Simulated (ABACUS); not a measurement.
## Run report: I, band-structure run

I (Fmmm, 1 atom in the cell), computed with Kohn-Sham DFT of a periodic cell, MS2, SG15 ONCV 1.2 PBE, no spin polarisation (ABACUS 3.10.1).

The structure derives from a Materials Project entry. It belongs to a series of runs on one base structure; here: bands on the converged density.

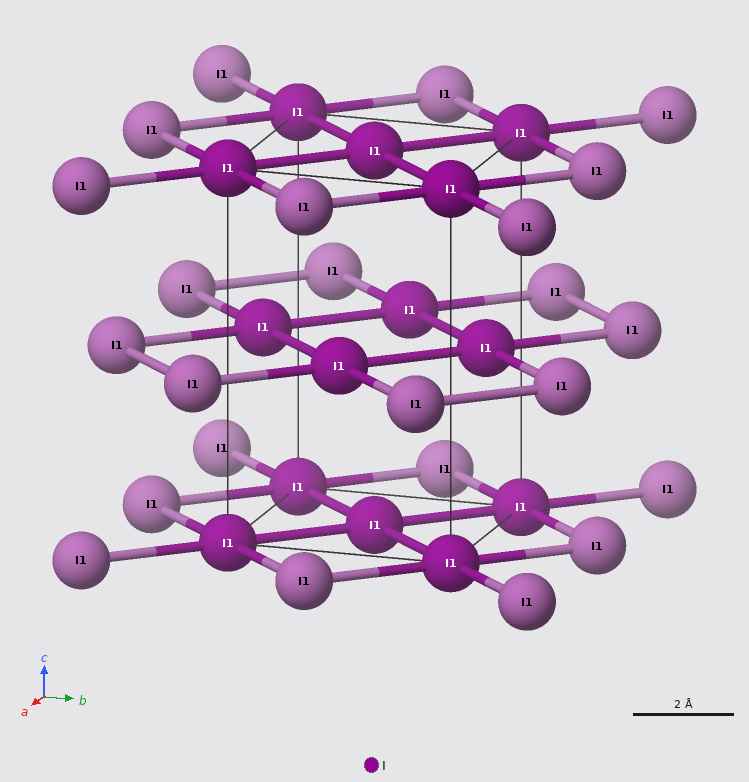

*The structure as given in the input (ball-and-stick view of the cell 4 times as large as that of the calculation, set on its symmetry axes, seen slightly off an axis; neighbours outside the cell are drawn fainter; atoms are numbered from 1 in the order of the input).*

Near neighbours in the crystal (not all of them lie inside the picture): I has 4 I at 3.23 Å.

**Input**
```
INPUT_PARAMETERS
suffix              I
calculation         nscf
basis_type          pw
pseudo_dir          ./
symmetry            -1
dft_functional      MGGA_X_MS2+GGA_C_REGTPSS
ecutwfc             82.0
pseudo_rcut         10
nspin               1
nbands              19
ks_solver           dav
smearing_method     fd
smearing_sigma      0.00367493
scf_thr             1e-08
scf_nmax            100
mixing_type         broyden
mixing_beta         0.7
mixing_tau          1
init_chg            file
pw_diag_thr         1e-07
out_band            1
kpar                4
```

**File STRU**
```
ATOMIC_SPECIES
I 126.9045 I_ONCV_PBE-1.2.upf

LATTICE_CONSTANT
1.8897261246

LATTICE_VECTORS
0.0000000000 2.3656004428 3.9098401324
2.1922454667 0.0000000000 3.9098401324
2.1922454667 2.3656004428 0.0000000000

ATOMIC_POSITIONS
Direct

I
0.0
1
0.0000000000 0.0000000000 0.0000000000 1 1 1
```

**File KPT**
```
K_POINTS
18
Line
0.00000000 0.00000000 0.00000000 10 // G
0.50000000 0.00000000 0.50000000 10 // Y
0.50000000 0.11389424 0.61389424 10 // C
0.05041614 0.50000000 0.55041614 10 // D
0.00000000 0.50000000 0.50000000 10 // X
0.00000000 0.00000000 0.00000000 10 // G
0.50000000 0.50000000 0.00000000 10 // Z
0.94958386 0.50000000 0.44958386 10 // D1
0.86227752 0.36227752 0.50000000 10 // H
0.50000000 0.11389424 0.61389424 1 // C
0.50000000 0.88610576 0.38610576 10 // C1
0.50000000 0.50000000 0.00000000 1 // Z
0.00000000 0.50000000 0.50000000 10 // X
0.13772248 0.63772248 0.50000000 1 // H1
0.86227752 0.36227752 0.50000000 10 // H
0.50000000 0.00000000 0.50000000 1 // Y
0.50000000 0.50000000 0.50000000 10 // L
0.00000000 0.00000000 0.00000000 1 // G
```

Run on 4 threads of Intel Xeon (Granite Rapids), 16 GiB of memory available, shared host.

Run as:
```bash
OMP_NUM_THREADS=1 mpirun -np 4 abacus > log
```

**What the program printed**
```
ABACUS v3.10.1

               Atomic-orbital Based Ab-initio Computation at UStc

 ------------------------------------------------------------------------------------

 READING GENERAL INFORMATION
                           global_out_dir = OUT.I/
                           global_in_card = INPUT
                               pseudo_dir = ./
                              orbital_dir =
                                    DSIZE = 4
                                    GSIZE = 1

 READING UNITCELL INFORMATION
                                    ntype = 1
                  lattice constant (Bohr) = 1.88973
              lattice constant (Angstrom) = 1

 READING ATOM TYPE 1
                               atom label = I
                      L=0, number of zeta = 1
                      L=1, number of zeta = 1
                      L=2, number of zeta = 1
             number of atom for this type = 1

                        TOTAL ATOM NUMBER = 1
DIRECT COORDINATES
    atom                   x                   y                   z     mag                  vx                  vy                  vz
taud_I1            0.0000000000        0.0000000000        0.0000000000  0.0000        0.0000000000        0.0000000000        0.0000000000

                          Volume (Bohr^3) = 273.663
                             Volume (A^3) = 40.5526

 Lattice vectors: (Cartesian coordinate: in unit of a_0)
                   +0             +2.3656            +3.90984
             +2.19225                  +0            +3.90984
             +2.19225             +2.3656                  +0
 Reciprocal vectors: (Cartesian coordinate: in unit of 2 pi/a_0)
            -0.228077           +0.211363           +0.127882
            +0.228077           -0.211363           +0.127882
            +0.228077           +0.211363           -0.127882
 The esolver type has been set to : ksdft_pw

                PAO radial cut off (Bohr) = 10

 Read in pseudopotential file is I_ONCV_PBE-1.2.upf
                     pseudopotential type = NC
          exchange-correlation functional = PBE
                 nonlocal core correction = 0
                        valence electrons = 17
                                     lmax = 2
                           number of zeta = 0
                     number of projectors = 6
                           L of projector = 0
                           L of projector = 0
                           L of projector = 1
                           L of projector = 1
                           L of projector = 2
                           L of projector = 2
 XC functional updated to : MGGA_X_MS2+GGA_C_REGTPSS
          exchange-correlation functional = MGGA_X_MS2+GGA_C_REGTPSS
     initial pseudo atomic orbital number = 0

 SETUP THE ELECTRONS NUMBER
             electron number of element I = 17
       total electron number of element I = 17
            AUTOSET number of electrons:  = 17
                           occupied bands = 9
                                   NBANDS = 19
                                   NLOCAL = 9

%%%%%%%%%%%%%%%%%%%%%%%%%%%%%%%%%%%%%%%%%%%%%%%%%%%%%%%%%%%%%%%%%%%%%%%%%%%%%%%%%%%%%%%%%%%%%%%%%%%%%%%%%%
 Warning: the number of valence electrons in pseudopotential > 7 for I: [Kr] 4d10 5s2 5p5
 Pseudopotentials with additional electrons can yield (more) accurate outcomes, but may be less efficient.
 If you're confident that your chosen pseudopotential is appropriate, you can safely ignore this warning.
%%%%%%%%%%%%%%%%%%%%%%%%%%%%%%%%%%%%%%%%%%%%%%%%%%%%%%%%%%%%%%%%%%%%%%%%%%%%%%%%%%%%%%%%%%%%%%%%%%%%%%%%%%

 SETUP THE PLANE WAVE BASIS
 energy cutoff for charge/potential (unit:Ry) = 328
            fft grid for charge/potential = [ 50, 50, 36 ]
                        fft grid division = [ 1, 1, 1 ]
        big fft grid for charge/potential = [ 50, 50, 36 ]
                                     nbxx = 90000
                                     nrxx = 90000

 SETUP PLANE WAVES FOR CHARGE/POTENTIAL
                    number of plane waves = 27469
                         number of sticks = 1271

 PARALLEL PW FOR CHARGE/POTENTIAL
     PROC   COLUMNS(POT)             PW
        1           1271          27469
 --------------- sum -------------------
        1           1271          27469
                            number of |g| = 3712
                                  max |g| = 29.6594
                                  min |g| = 0

----------- Double Check Mixing Parameters Begin ------------
mixing_type: broyden
mixing_beta: 0.7
mixing_gg0: 1
mixing_gg0_min: 0.1
mixing_ndim: 8
----------- Double Check Mixing Parameters End ------------

 SETUP K-POINTS
                                    nspin = 1
                                   nkstot = 135
K-POINTS DIRECT COORDINATES
 KPOINTS    DIRECT_X    DIRECT_Y    DIRECT_Z  WEIGHT
       1  0.00000000  0.00000000  0.00000000  1.0000
       2  0.05000000  0.00000000  0.05000000  1.0000
       3  0.10000000  0.00000000  0.10000000  1.0000
       4  0.15000000  0.00000000  0.15000000  1.0000
       5  0.20000000  0.00000000  0.20000000  1.0000
       6  0.25000000  0.00000000  0.25000000  1.0000
       7  0.30000000  0.00000000  0.30000000  1.0000
       8  0.35000000  0.00000000  0.35000000  1.0000
       9  0.40000000  0.00000000  0.40000000  1.0000
      10  0.45000000  0.00000000  0.45000000  1.0000
      11  0.50000000  0.00000000  0.50000000  1.0000
      12  0.50000000  0.01138942  0.51138942  1.0000
      13  0.50000000  0.02277885  0.52277885  1.0000
      14  0.50000000  0.03416827  0.53416827  1.0000
      15  0.50000000  0.04555770  0.54555770  1.0000
      16  0.50000000  0.05694712  0.55694712  1.0000
      17  0.50000000  0.06833654  0.56833654  1.0000
      18  0.50000000  0.07972597  0.57972597  1.0000
      19  0.50000000  0.09111539  0.59111539  1.0000
      20  0.50000000  0.10250482  0.60250482  1.0000
      21  0.50000000  0.11389424  0.61389424  1.0000
      22  0.45504161  0.15250482  0.60754643  1.0000
      23  0.41008323  0.19111539  0.60119862  1.0000
      24  0.36512484  0.22972597  0.59485081  1.0000
      25  0.32016646  0.26833654  0.58850300  1.0000
      26  0.27520807  0.30694712  0.58215519  1.0000
      27  0.23024968  0.34555770  0.57580738  1.0000
      28  0.18529130  0.38416827  0.56945957  1.0000
      29  0.14033291  0.42277885  0.56311176  1.0000
      30  0.09537453  0.46138942  0.55676395  1.0000
[... 105 further k points ...]

           k-point number in this process = 34
       minimum distributed K point number = 33

[... K-POINTS CARTESIAN COORDINATES: 34 rows ...]

[... K-POINTS DIRECT COORDINATES: 34 rows ...]

 SETUP PLANE WAVES FOR WAVE FUNCTIONS
     energy cutoff for wavefunc (unit:Ry) = 82
              fft grid for wave functions = [ 50, 50, 36 ]
                    number of plane waves = 4375
                         number of sticks = 375

 PARALLEL PW FOR WAVE FUNCTIONS
     PROC   COLUMNS(POT)             PW
        1            375           4375
 --------------- sum -------------------
        1            375           4375

 SETUP NONLOCAL PSEUDOPOTENTIALS IN PLANE WAVE BASIS
 I non-local projectors:
 projector 1 L=0
 projector 2 L=0
 projector 3 L=1
 projector 4 L=1
 projector 5 L=2
 projector 6 L=2
      TOTAL NUMBER OF NONLOCAL PROJECTORS = 18

 Init Non-Local PseudoPotential table :
 Init Non-Local-Pseudopotential done.

                                     npwx = 3444

 -------------------------------------------
 NONSELF-CONSISTENT
 -------------------------------------------
                                 init_chg = file
 try to read charge from file
 Read in the charge density: OUT.I//I-CHARGE-DENSITY.restart
 try to read kinetic energy density from file
 Read in the kinetic energy density: OUT.I//I-TAU-DENSITY.restart

 PW ALGORITHM --------------- ION=   1  ELEC=   1--------------------------------
 k(1/135) Iter steps (avg)=16 threshold=1e-07
 k(2/135) Iter steps (avg)=17 threshold=1e-07
 k(3/135) Iter steps (avg)=21 threshold=1e-07
 k(4/135) Iter steps (avg)=24 threshold=1e-07
 k(5/135) Iter steps (avg)=19 threshold=1e-07
 k(6/135) Iter steps (avg)=18 threshold=1e-07
 k(7/135) Iter steps (avg)=25 threshold=1e-07
 k(8/135) Iter steps (avg)=21 threshold=1e-07
 k(9/135) Iter steps (avg)=21 threshold=1e-07
 k(10/135) Iter steps (avg)=19 threshold=1e-07
 k(11/135) Iter steps (avg)=48 threshold=1e-07
 k(12/135) Iter steps (avg)=28 threshold=1e-07
 k(13/135) Iter steps (avg)=23 threshold=1e-07
 k(14/135) Iter steps (avg)=19 threshold=1e-07
 k(15/135) Iter steps (avg)=20 threshold=1e-07
 k(16/135) Iter steps (avg)=18 threshold=1e-07
 k(17/135) Iter steps (avg)=17 threshold=1e-07
 k(18/135) Iter steps (avg)=18 threshold=1e-07
 k(19/135) Iter steps (avg)=18 threshold=1e-07
 k(20/135) Iter steps (avg)=17 threshold=1e-07
 k(21/135) Iter steps (avg)=17 threshold=1e-07
 k(22/135) Iter steps (avg)=20 threshold=1e-07
 k(23/135) Iter steps (avg)=19 threshold=1e-07
 k(24/135) Iter steps (avg)=19 threshold=1e-07
 k(25/135) Iter steps (avg)=21 threshold=1e-07
 k(26/135) Iter steps (avg)=23 threshold=1e-07
 k(27/135) Iter steps (avg)=22 threshold=1e-07
 k(28/135) Iter steps (avg)=20 threshold=1e-07
 k(29/135) Iter steps (avg)=18 threshold=1e-07
 k(30/135) Iter steps (avg)=17 threshold=1e-07
 k(31/135) Iter steps (avg)=21 threshold=1e-07
 k(32/135) Iter steps (avg)=20 threshold=1e-07
 k(33/135) Iter steps (avg)=19 threshold=1e-07
 k(34/135) Iter steps (avg)=22 threshold=1e-07
[... levels at 34 k points of this process ...]

 Density error is 0.00000000000
                          Error Threshold = 1.00000000000e-07
----------------------------------------------------------
     Energy           Rydberg                 eV
----------------------------------------------------------
 E_KohnSham     -196.8440079282      -2678.2001249812
 E_KS(sigma->0) -196.8437374006      -2678.1964442637
 E_Harris       -196.8440079282      -2678.2001249812
 E_band         -25.1654380394       -342.3933500024
 E_one_elec     -106.0981079029      -1443.5388144978
 E_Hartree      52.0311418119        707.9200020879
 E_xc           -17.7217014021       -241.1161173238
 E_Ewald        -125.0547993798      -1701.4578338127
 E_entropy(-TS) -0.0005410553        -0.0073614349
 E_descf        0.0000000000         0.0000000000
 E_exx          0.0000000000         0.0000000000
 E_Fermi        0.5819550392         7.9179045125
----------------------------------------------------------

 charge density convergence is achieved
 final etot is -2678.2001250 eV
 EFERMI = 7.9179045125 eV

 STATE ENERGY(eV) AND OCCUPATIONS    NSPIN == 1
 1/34 kpoint (Cartesian) = 0.0000 0.0000 0.0000 (3431 pws)
       1       -36.5158      0.0148148
       2       -36.4882      0.0148148
       3       -36.2795      0.0148148
       4       -36.2618      0.0148148
       5       -36.2089      0.0148148
       6       -5.57114      0.0148148
       7        6.38646      0.0148148
       8        9.30366    1.36188e-14
       9        9.61617    2.62886e-17
      10        13.3307    1.43182e-49
      11        16.3889    3.91610e-76
      12        17.1546    8.74708e-83
      13        21.2404        0.00000
      14        21.5854        0.00000
      15        21.7462        0.00000
      16        22.7309        0.00000
      17        26.9615        0.00000
      18        27.2409        0.00000
      19        30.6958        0.00000

 2/34 kpoint (Cartesian) = 0.0000 0.021136 0.0000 (3429 pws)
       1       -36.5148      0.0148148
       2       -36.4886      0.0148148
       3       -36.2797      0.0148148
       4       -36.2620      0.0148148
       5       -36.2085      0.0148148
       6       -5.52151      0.0148148
       7        6.42287      0.0148148
       8        9.09651    8.57927e-13
       9        9.39246    2.30597e-15
      10        13.4117    2.83429e-50
      11        16.7183    5.39214e-79
      12        17.4573    2.05222e-85
      13        20.4532        0.00000
      14        20.5454        0.00000
      15        23.0361        0.00000
      16        23.5545        0.00000
      17        24.8882        0.00000
      18        29.2725        0.00000
      19        30.7760        0.00000

 3/34 kpoint (Cartesian) = 0.0000 0.042273 0.0000 (3435 pws)
       1       -36.5117      0.0148148
       2       -36.4895      0.0148148
       3       -36.2802      0.0148148
       4       -36.2624      0.0148148
       5       -36.2074      0.0148148
       6       -5.37415      0.0148148
       7        6.52914      0.0148148
       8        8.57193    3.08960e-08
       9        8.82260    2.05424e-10
      10        13.6329    3.39592e-52
      11        17.6093    9.82195e-87
      12        18.2500        0.00000
      13        19.4127        0.00000
      14        19.5257        0.00000
      15        22.8238        0.00000
      16        24.5515        0.00000
      17        24.9593        0.00000
      18        31.0165        0.00000
      19        31.0333        0.00000

 4/34 kpoint (Cartesian) = 0.0000 0.063409 0.0000 (3429 pws)
       1       -36.5070      0.0148148
       2       -36.4909      0.0148148
       3       -36.2809      0.0148148
       4       -36.2631      0.0148148
       5       -36.2056      0.0148148
       6       -5.13385      0.0148148
       7        6.69630      0.0148148
       8        7.90285     0.00851455
       9        8.08163    0.000540081
      10        13.9666    4.28735e-55
      11        18.5527        0.00000
      12        18.5769        0.00000
      13        18.8883        0.00000
      14        19.0651        0.00000
      15        21.2750        0.00000
      16        26.2065        0.00000
      17        26.5475        0.00000
      18        30.1882        0.00000
      19        31.4161        0.00000

 5/34 kpoint (Cartesian) = 0.0000 0.084545 0.0000 (3427 pws)
       1       -36.5010      0.0148148
       2       -36.4928      0.0148148
       3       -36.2819      0.0148148
       4       -36.2639      0.0148148
       5       -36.2034      0.0148148
       6       -4.80958      0.0148148
       7        6.90917      0.0148148
       8        7.21360      0.0148148
       9        7.28928      0.0148148
      10        14.3911    8.80841e-59
      11        17.7421    6.90064e-88
      12        17.8901    3.57320e-89
      13        18.3850        0.00000
      14        20.4291        0.00000
      15        21.6764        0.00000
      16        27.8900        0.00000
      17        28.2712        0.00000
      18        28.3039        0.00000
      19        30.3810        0.00000

 6/34 kpoint (Cartesian) = 0.0000 0.10568 0.0000 (3427 pws)
       1       -36.4949      0.0148148
       2       -36.4944      0.0148148
       3       -36.2830      0.0148148
       4       -36.2649      0.0148148
       5       -36.2009      0.0148148
       6       -4.41604      0.0148148
       7        6.50870      0.0148148
       8        6.57349      0.0148148
       9        7.14670      0.0148148
      10        14.8251    1.49901e-62
      11        17.0313    1.02932e-81
      12        17.0863    3.42830e-82
      13        17.4440    2.68017e-85
      14        22.1596        0.00000
      15        23.1296        0.00000
      16        26.2878        0.00000
      17        28.7414        0.00000
      18        29.9254        0.00000
      19        30.1105        0.00000

[... levels at 28 further k points ...]

 --------------------------------------------
 !FINAL_ETOT_IS -2678.200124981177 eV
 --------------------------------------------

 Output bands in file: OUT.I/BANDS_1.dat
```

**Standard output**
```
ABACUS v3.10.1

               Atomic-orbital Based Ab-initio Computation at UStc

 dft_functional readin is: MGGA_X_MS2+GGA_C_REGTPSS
 dft_functional in pseudopot file is: PBE
 Please make sure this is what you need

%%%%%%%%%%%%%%%%%%%%%%%%%%%%%%%%%%%%%%%%%%%%%%%%%%%%%%%%%%%%%%%%%%%%%%%%%%%%%%%%%%%%%%%%%%%%%%%%%%%%%%%%%
 Warning: the number of valence electrons in pseudopotential > 7 for I: [Kr] 4d10 5s2 5p5
 Pseudopotentials with additional electrons can yield (more) accurate outcomes, but may be less efficient.
 If you're confident that your chosen pseudopotential is appropriate, you can safely ignore this warning.
%%%%%%%%%%%%%%%%%%%%%%%%%%%%%%%%%%%%%%%%%%%%%%%%%%%%%%%%%%%%%%%%%%%%%%%%%%%%%%%%%%%%%%%%%%%%%%%%%%%%%%%%%

 UNIFORM GRID DIM        : 50 * 50 * 36
 UNIFORM GRID DIM(BIG)   : 50 * 50 * 36
func,idMGGA_X_MS2 223
func,idGGA_C_REGTPSS 83
 ---------------------------------------------------------
 ---------------------------------------------------------
 SPIN    KPOINTS         PROCESSORS  THREADS
 1       135             4           4
 ---------------------------------------------------------
 Use plane wave basis
 ---------------------------------------------------------
 ELEMENT NATOM       XC
 I       1
 ---------------------------------------------------------
 Initial plane wave basis and FFT box
 ---------------------------------------------------------
 -------------------------------------------
 NONSELF-CONSISTENT :
 -------------------------------------------
 START CHARGE      : file
 ITER       ETOT/eV          EDIFF/eV         DRHO         DKIN     TIME/s
 DA1     -2.67820012e+03   0.00000000e+00   0.0000e+00   0.0000e+00  46.55
```

**Key numbers**

- outcome: converged
- space group (tolerance 0.01 Å): Fmmm (69)
- electrons treated: 17
- Fermi energy of the self-consistent step: 8.215 eV
- wall time: 47 s (CPU time 3.1 min)
- peak memory: 0.48 GiB

**Notes**

The cell holds an odd number of electrons but the run has no spin polarisation, so it comes out as a metal.
